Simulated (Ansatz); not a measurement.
Ti9Al8: geometry relaxation (part 3 of 3)

Ti9Al8 (defect cell, 17 atoms in the cell); DFT PBE, scalar-relativistic, plane waves, PAW, no spin polarisation (Ansatz 0.2.0); cutoff 420 eV, 4×4×4 k-mesh, Gaussian smearing of 0.1 eV. The structure derives from a Materials Project entry. It belongs to a series of runs on one base structure; here: Ti interstitial, charge +0, atoms relaxed.

Geometry of the input (Å; fractional positions):
```
5.6433  0.0000  4.0783
0.0000  -5.6433  -4.0783
0.0000  5.6433  -4.0783
Ti 0.2500  0.5000  0.2500
Ti 0.2500  0.2500  0.5000
Ti 0.2500  0.7500  0.0000
Ti 0.2500  0.0000  0.7500
Ti 0.7500  0.2500  -0.0000
Ti 0.7500  0.5000  0.7500
Ti 0.7500  -0.0000  0.2500
Ti 0.7500  0.7500  0.5000
Al 0.5000  0.7500  0.7500
Al 0.5000  0.5000  0.0000
Al 0.5000  0.0000  0.5000
Al 0.5000  0.2500  0.2500
Al 0.0000  0.5000  0.5000
Al 0.0000  0.7500  0.2500
Al 0.0000  0.2500  0.7500
Al 0.0000  0.0000  0.0000
Ti 0.0104  0.7370  0.7395
```

Trajectory as extended XYZ (Å, eV, eV/Å), 10 frames, from step=1 to step=10
```
17
Lattice="5.6433 0.0000 4.0783 0.0000 -5.6433 -4.0783 0.0000 5.6433 -4.0783" Properties=species:S:1:pos:R:3:forces:R:3 step=1 energy=-26792.81872
Ti    1.4108   -1.4108   -2.0391   -0.0468   0.0402   0.1287
Ti    1.4108    1.4108   -2.0391   -0.0549  -0.0423   0.1336
Ti    1.4108   -4.2325   -2.0391    2.7620   2.8479  -0.3813
Ti    1.4108    4.2325   -2.0391    2.6403  -2.7646  -0.3656
Ti    4.2325   -1.4108    2.0391    0.0237  -0.0026   0.1087
Ti    4.2325    1.4108   -2.0391   -2.5589   2.4774  -0.3392
Ti    4.2325    1.4108    2.0391    0.0373  -0.0048   0.1128
Ti    4.2325   -1.4108   -2.0391   -2.5005  -2.4582  -0.3360
Al    2.8216    0.0000   -4.0783   -0.0004  -0.0075  -0.0296
Al    2.8216   -2.8216    0.0000    0.0216   0.0176   0.0122
Al    2.8216    2.8216    0.0000    0.0150  -0.0093   0.0217
Al    2.8216    0.0000    0.0000    0.0557  -0.0076  -0.0997
Al    0.0000    0.0000   -4.0783   -0.3515  -0.0854  10.8768
Al    0.0000   -2.8216   -4.0783   -0.0313   0.0317  -0.0702
Al    0.0000    2.8216   -4.0783   -0.0311  -0.0184  -0.0538
Al    0.0000    0.0000    0.0000   -0.1332  -0.0323  -4.6864
Ti    0.0586    0.0142   -5.9794    0.1525   0.0181  -5.0324
17
Lattice="5.6433 0.0000 4.0783 0.0000 -5.6433 -4.0783 0.0000 5.6433 -4.0783" Properties=species:S:1:pos:R:3:forces:R:3 step=2 energy=-26795.80879
Ti    1.4102   -1.4106   -2.0316    0.1555  -0.1491   0.1168
Ti    1.4098    1.4104   -2.0313    0.1480   0.1514   0.1189
Ti    1.4712   -4.1709   -2.0520    1.4907   1.6023  -0.2626
Ti    1.4705    4.1710   -2.0517    1.4202  -1.5734  -0.2546
Ti    4.2316   -1.4127    2.0459   -0.1564  -0.1733   0.1137
Ti    4.1726    1.4700   -2.0514   -1.4613   1.3507  -0.2422
Ti    4.2323    1.4123    2.0460   -0.1478   0.1739   0.1130
Ti    4.1750   -1.4682   -2.0514   -1.4393  -1.3710  -0.2417
Al    2.8200   -0.0003   -4.0800   -0.0691  -0.0062  -0.0439
Al    2.8225   -2.8208   -0.0001    0.0227   0.0128  -0.0130
Al    2.8222    2.8212    0.0005    0.0200  -0.0021  -0.0011
Al    2.8249   -0.0004   -0.0049    0.0591  -0.0064  -0.0457
Al   -0.0062   -0.0016   -3.8839   -0.2128  -0.0477   4.5137
Al   -0.0015   -2.8191   -4.0818   -0.0319   0.0617  -0.0420
Al   -0.0015    2.8195   -4.0811   -0.0316  -0.0656  -0.0466
Al   -0.0031   -0.0008   -0.1309   -0.1107  -0.0242  -2.3800
Ti    0.0676    0.0152   -6.0093    0.3452   0.0663  -1.4021
17
Lattice="5.6433 0.0000 4.0783 0.0000 -5.6433 -4.0783 0.0000 5.6433 -4.0783" Properties=species:S:1:pos:R:3:forces:R:3 step=3 energy=-26797.05803
Ti    1.4571   -1.4498   -2.0068   -0.2316   0.2983   0.1017
Ti    1.4540    1.4508   -2.0066   -0.2403  -0.2847   0.1053
Ti    1.5520   -4.0722   -2.0847    0.0661   0.2270  -0.2915
Ti    1.5426    4.0753   -2.0836    0.0270  -0.2553  -0.2850
Ti    4.1847   -1.4641    2.0726    0.2779   0.2040   0.0952
Ti    4.1030    1.5244   -2.0809   -0.2523   0.0923  -0.2925
Ti    4.1885    1.4642    2.0720    0.2995  -0.2031   0.0967
Ti    4.1108   -1.5229   -2.0806   -0.2043  -0.1148  -0.3005
Al    2.7836   -0.0011   -4.0963   -0.1136   0.0013  -0.0810
Al    2.8288   -2.8190   -0.0093    0.0309   0.0025   0.0011
Al    2.8285    2.8223   -0.0072    0.0295   0.0063  -0.0153
Al    2.8404   -0.0012   -0.0040    0.0405  -0.0009   0.0049
Al   -0.0249   -0.0054   -3.6892   -0.1431  -0.0283   1.2215
Al   -0.0073   -2.7952   -4.0870    0.0012   0.0730  -0.0374
Al   -0.0071    2.7908   -4.0918    0.0035  -0.0849  -0.0431
Al   -0.0159   -0.0034   -0.2565   -0.0807  -0.0161  -0.5855
Ti    0.0992    0.0209   -6.0094    0.4895   0.0835   0.3058
17
Lattice="5.6433 0.0000 4.0783 0.0000 -5.6433 -4.0783 0.0000 5.6433 -4.0783" Properties=species:S:1:pos:R:3:forces:R:3 step=4 energy=-26797.53832
Ti    1.4489   -1.3971   -1.9437    0.1890  -0.2410   0.1277
Ti    1.4348    1.4008   -1.9424    0.2099   0.2608   0.1452
Ti    1.5794   -3.9919   -2.1786   -0.3742  -0.1321  -0.5112
Ti    1.5473    3.9972   -2.1759   -0.3638   0.0862  -0.4743
Ti    4.2035   -1.4765    2.1347   -0.1382  -0.1316   0.1380
Ti    4.0765    1.4986   -2.1779    0.0534  -0.1475  -0.4482
Ti    4.2202    1.4771    2.1341   -0.1495   0.1386   0.1227
Ti    4.1038   -1.4986   -2.1817    0.0465   0.1000  -0.4622
Al    2.6741    0.0003   -4.1683   -0.1236  -0.0034   0.0021
Al    2.8475   -2.8155   -0.0458    0.0041   0.0215   0.0039
Al    2.8469    2.8259   -0.0472    0.0023  -0.0252   0.0206
Al    2.8821   -0.0013    0.0106    0.1635  -0.0009  -0.0476
Al   -0.0630   -0.0126   -3.4930   -0.1805  -0.0377  -0.6015
Al   -0.0044   -2.7235   -4.1113   -0.0190   0.1819  -0.0516
Al   -0.0028    2.7063   -4.1301   -0.0213  -0.1817  -0.0644
Al   -0.0464   -0.0094   -0.2284   -0.0760  -0.0164   0.5159
Ti    0.1699    0.0343   -5.9043    0.7778   0.1287   1.5852
17
Lattice="5.6433 0.0000 4.0783 0.0000 -5.6433 -4.0783 0.0000 5.6433 -4.0783" Properties=species:S:1:pos:R:3:forces:R:3 step=5 energy=-26798.08591
Ti    1.4614   -1.3917   -1.8890    0.1640  -0.1964  -0.0783
Ti    1.4437    1.3977   -1.8861    0.1662   0.1916  -0.1221
Ti    1.5638   -3.9564   -2.2968   -0.4533  -0.4960  -0.1193
Ti    1.5179    3.9642   -2.2889   -0.3216   0.4438  -0.1484
Ti    4.1925   -1.4961    2.1947   -0.1955  -0.1607  -0.0548
Ti    4.0917    1.4596   -2.2878    0.1638   0.0792  -0.1506
Ti    4.2149    1.4965    2.1914   -0.2121   0.1678  -0.0391
Ti    4.1292   -1.4611   -2.2945    0.0704  -0.0934  -0.0838
Al    2.5892    0.0003   -4.2069    0.0828   0.0002   0.1156
Al    2.8549   -2.8136   -0.0803   -0.0361   0.0032  -0.0653
Al    2.8553    2.8264   -0.0825   -0.0296  -0.0167  -0.0723
Al    2.9407   -0.0023   -0.0014    0.2632   0.0015  -0.0829
Al   -0.0991   -0.0198   -3.3540   -0.1357  -0.0279  -0.4446
Al   -0.0105   -2.6438   -4.1425   -0.0014   0.2727  -0.0975
Al   -0.0075    2.6207   -4.1683    0.0049  -0.2147  -0.0680
Al   -0.0592   -0.0121   -0.1287    0.1442   0.0329   0.3888
Ti    0.2396    0.0458   -5.7274    0.3260   0.0130   1.1223
17
Lattice="5.6433 0.0000 4.0783 0.0000 -5.6433 -4.0783 0.0000 5.6433 -4.0783" Properties=species:S:1:pos:R:3:forces:R:3 step=6 energy=-26798.33562
Ti    1.4787   -1.4211   -1.8906   -0.0081  -0.1402  -0.2160
Ti    1.4669    1.4258   -1.9047    0.0084   0.0849  -0.2166
Ti    1.5039   -4.0166   -2.3810    0.0534  -0.2895   0.1210
Ti    1.4857    4.0209   -2.3744    0.1122   0.2788   0.0882
Ti    4.1624   -1.5143    2.2382   -0.1295   0.0008  -0.1334
Ti    4.1428    1.4855   -2.3609    0.0004   0.0173   0.1562
Ti    4.1808    1.5126    2.2284   -0.1811  -0.0254  -0.1561
Ti    4.1574   -1.4828   -2.3530   -0.0081   0.0269   0.1342
Al    2.5755   -0.0006   -4.1890    0.2267  -0.0077   0.1881
Al    2.8349   -2.8089   -0.1075   -0.0315  -0.0357   0.0911
Al    2.8321    2.8122   -0.1048   -0.0077   0.0277   0.0591
Al    3.0328   -0.0004   -0.0604    0.0521   0.0117  -0.1231
Al   -0.1388   -0.0267   -3.2229    0.2096   0.0697   0.1484
Al   -0.0101   -2.5431   -4.1922   -0.0059  -0.0431   0.0519
Al   -0.0084    2.5371   -4.1986   -0.0337   0.0947   0.1110
Al   -0.0096   -0.0021   -0.0437    0.0864   0.0115  -0.2859
Ti    0.2313    0.0369   -5.5320   -0.3439  -0.0824  -0.0179
17
Lattice="5.6433 0.0000 4.0783 0.0000 -5.6433 -4.0783 0.0000 5.6433 -4.0783" Properties=species:S:1:pos:R:3:forces:R:3 step=7 energy=-26798.50408
Ti    1.5082   -1.4962   -1.9292    0.0064  -0.0581  -0.0370
Ti    1.5057    1.4958   -1.9406    0.0007   0.0439   0.0040
Ti    1.5023   -4.1414   -2.3555    0.1898   0.1798  -0.0425
Ti    1.5007    4.1407   -2.3593    0.1679  -0.1362  -0.0094
Ti    4.1359   -1.5167    2.2004   -0.0597  -0.0117  -0.1378
Ti    4.1582    1.4981   -2.3737   -0.1681   0.1054   0.0594
Ti    4.1386    1.5173    2.1913   -0.0491   0.0041  -0.1289
Ti    4.1609   -1.4928   -2.3750   -0.1760  -0.1064   0.0755
Al    2.5851   -0.0003   -4.1820   -0.0719  -0.0020   0.0547
Al    2.8228   -2.8011   -0.0803    0.0379  -0.0406  -0.0366
Al    2.8156    2.8014   -0.0802    0.0480   0.0474  -0.0264
Al    3.0706    0.0004   -0.1163    0.0234  -0.0005   0.0444
Al   -0.0520   -0.0091   -3.1197    0.1412   0.0179   0.3573
Al    0.0009   -2.5717   -4.1856    0.0035   0.0370   0.0140
Al    0.0000    2.5744   -4.1837    0.0021  -0.0411   0.0246
Al    0.0167    0.0031   -0.1041   -0.0148  -0.0019  -0.1000
Ti    0.0481    0.0125   -5.4556   -0.0815  -0.0370  -0.1148
17
Lattice="5.6433 0.0000 4.0783 0.0000 -5.6433 -4.0783 0.0000 5.6433 -4.0783" Properties=species:S:1:pos:R:3:forces:R:3 step=8 energy=-26798.53029
Ti    1.5212   -1.5206   -1.9117    0.0139  -0.0020  -0.0529
Ti    1.5219    1.5213   -1.9087    0.0131   0.0007  -0.0708
Ti    1.5037   -4.1403   -2.3832   -0.0377  -0.0546   0.0778
Ti    1.5034    4.1415   -2.3788   -0.0385   0.0503   0.0579
Ti    4.1257   -1.5151    2.1463   -0.0016  -0.0283   0.0184
Ti    4.1427    1.5041   -2.3620    0.0563  -0.0468   0.0045
Ti    4.1263    1.5166    2.1482   -0.0074   0.0312   0.0145
Ti    4.1410   -1.5022   -2.3590    0.0668   0.0484  -0.0050
Al    2.5766    0.0001   -4.1846    0.0029   0.0074  -0.0074
Al    2.8279   -2.8266   -0.0912   -0.0326  -0.0270   0.0404
Al    2.8295    2.8293   -0.0916   -0.0250   0.0172   0.0433
Al    3.0881   -0.0003   -0.1031   -0.0332   0.0060  -0.0415
Al    0.0166    0.0016   -3.0528   -0.0467  -0.0005  -0.0459
Al   -0.0015   -2.5646   -4.1845    0.0293  -0.0175  -0.0166
Al   -0.0015    2.5691   -4.1843    0.0310   0.0101  -0.0139
Al   -0.0151   -0.0022   -0.1216    0.0542   0.0083   0.0212
Ti    0.0116    0.0024   -5.4261   -0.0451  -0.0031  -0.0243
17
Lattice="5.6433 0.0000 4.0783 0.0000 -5.6433 -4.0783 0.0000 5.6433 -4.0783" Properties=species:S:1:pos:R:3:forces:R:3 step=9 energy=-26798.53501
Ti    1.5260   -1.5222   -1.9256   -0.0082   0.0051  -0.0048
Ti    1.5265    1.5235   -1.9259   -0.0094  -0.0053  -0.0027
Ti    1.5019   -4.1451   -2.3678    0.0096   0.0153   0.0025
Ti    1.5017    4.1463   -2.3674    0.0085  -0.0130   0.0006
Ti    4.1239   -1.5219    2.1534    0.0059   0.0101  -0.0084
Ti    4.1490    1.4997   -2.3661   -0.0105   0.0058  -0.0071
Ti    4.1240    1.5237    2.1533    0.0072  -0.0114  -0.0090
Ti    4.1484   -1.4976   -2.3657   -0.0088  -0.0054  -0.0079
Al    2.5746    0.0007   -4.1855    0.0037   0.0003   0.0010
Al    2.8246   -2.8214   -0.0847    0.0015   0.0018  -0.0032
Al    2.8248    2.8229   -0.0846    0.0012  -0.0008  -0.0045
Al    3.0765    0.0008   -0.1084   -0.0055  -0.0004   0.0050
Al    0.0031    0.0008   -3.0508    0.0012   0.0001  -0.0267
Al    0.0033   -2.5700   -4.1862    0.0009  -0.0036   0.0027
Al    0.0030    2.5718   -4.1859    0.0018   0.0037   0.0029
Al    0.0032    0.0008   -0.1253   -0.0012  -0.0003  -0.0055
Ti    0.0039    0.0013   -5.4260    0.0021  -0.0022   0.0651
17
Lattice="5.6433 0.0000 4.0783 0.0000 -5.6433 -4.0783 0.0000 5.6433 -4.0783" Properties=species:S:1:pos:R:3:forces:R:3 step=10 energy=-26798.53526
Ti    1.5257   -1.5216   -1.9264    0.0001   0.0003  -0.0017
Ti    1.5258    1.5231   -1.9264    0.0005   0.0000  -0.0023
Ti    1.5021   -4.1441   -2.3665    0.0006   0.0013   0.0010
Ti    1.5019    4.1456   -2.3664    0.0013  -0.0015   0.0008
Ti    4.1244   -1.5213    2.1520   -0.0003  -0.0004  -0.0028
Ti    4.1483    1.4995   -2.3663   -0.0020   0.0015  -0.0003
Ti    4.1245    1.5232    2.1519   -0.0003   0.0001  -0.0019
Ti    4.1480   -1.4976   -2.3662   -0.0007  -0.0012  -0.0010
Al    2.5756    0.0009   -4.1860    0.0013  -0.0002  -0.0001
Al    2.8251   -2.8209   -0.0856    0.0001  -0.0002  -0.0014
Al    2.8251    2.8225   -0.0856    0.0002   0.0002  -0.0016
Al    3.0747    0.0007   -0.1077   -0.0019   0.0003  -0.0009
Al    0.0035    0.0008   -3.0505   -0.0002   0.0002  -0.0078
Al    0.0034   -2.5713   -4.1860    0.0003  -0.0016  -0.0005
Al    0.0034    2.5730   -4.1860    0.0004   0.0014  -0.0001
Al    0.0034    0.0008   -0.1254    0.0000  -0.0001   0.0036
Ti    0.0034    0.0009   -5.4220    0.0006  -0.0002   0.0171
```

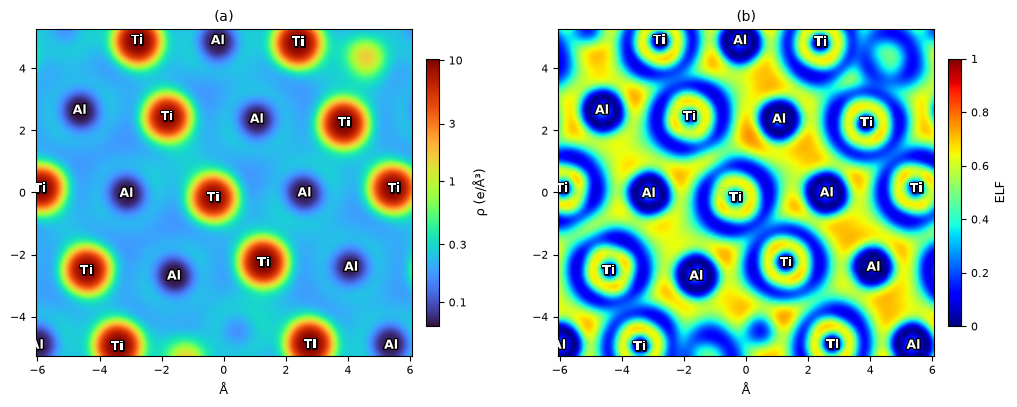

*(a) valence pseudo-density; (b) ELF on the (111) plane of the calculation cell.*

The section cuts through Ti and Al sites. Al–Al (2.83 Å): ρ at the midpoint is about 0.23 e/Å³; the ELF peaks at about 0.70 between the atoms. Ti–Al (2.60 Å): the density is about 0.26 e/Å³ at the midpoint; the ELF is about 0.30 at the midpoint; no localised pair between them. Away from the nuclei the density in this plane falls to 0.17 e/Å³ at its lowest. The strong features right at Ti lie inside the PAW spheres (semicore, d or f shells) and say nothing about bonding. Core electrons are frozen (PAW), so the fields are smoothed inside the atomic spheres.

Key numbers

- outcome: converged
- electrons treated: 132
- free energy: −26798.5353 eV
- Fermi energy: 11.939 eV
- gap on the k-point mesh: none (metallic)
- final volume: 259.76 Å³
- largest force (length of the vector) at the end: 0.017 eV/Å
- wall time: 2.9 min (CPU time 11 min)
- peak memory: 1.2 GiB
